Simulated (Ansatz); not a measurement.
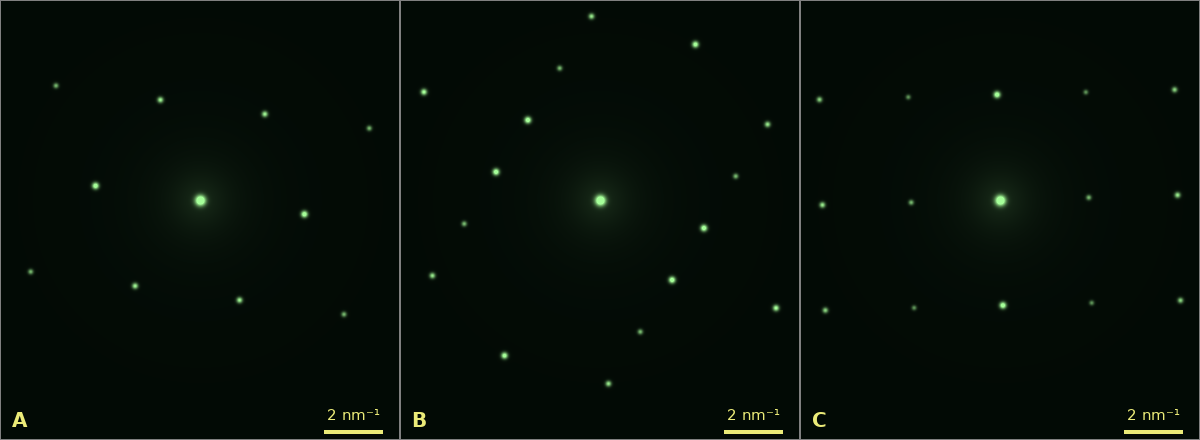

Simulated selected-area electron diffraction patterns (120 kV, kinematic approximation, thin crystal, B = 0.5 Å² for all atoms).

All three come from Sb, space group P6/mmm (No. 191), a = 5.42 Å, c = 3.22 Å (hexagonal axes). Structure: the input geometry of an electronic-structure calculation (not necessarily at equilibrium); the starting structure was generated, so it need not be a known form of this composition.

```
Sb
1.0
     5.42209    0.00000    0.00000
    -2.71105    4.69567    0.00000
     0.00000    0.00000    3.21682
Sb
3
Cartesian
  0.0000 0.0000 0.0000
  0.0000 3.1304 1.6084
  2.7110 1.5652 1.6084
```

### Assign the zone axes [101], [210], [211] to A, B and C.

A is [211]: centred rectangular net of -1 2 0 at d = 2.71 Å and -1 1 1 at d = 2.65 Å, at 60.7°. B is [101]: centred rectangular net of 0 1 0 (itself too weak to see) at d = 4.70 Å and 1 0 -1 at d = 2.65 Å, at 73.6°. C is [210]: rectangular net of 0 0 1 at d = 3.22 Å and 1 -2 0 at d = 2.71 Å, at 90.0°.
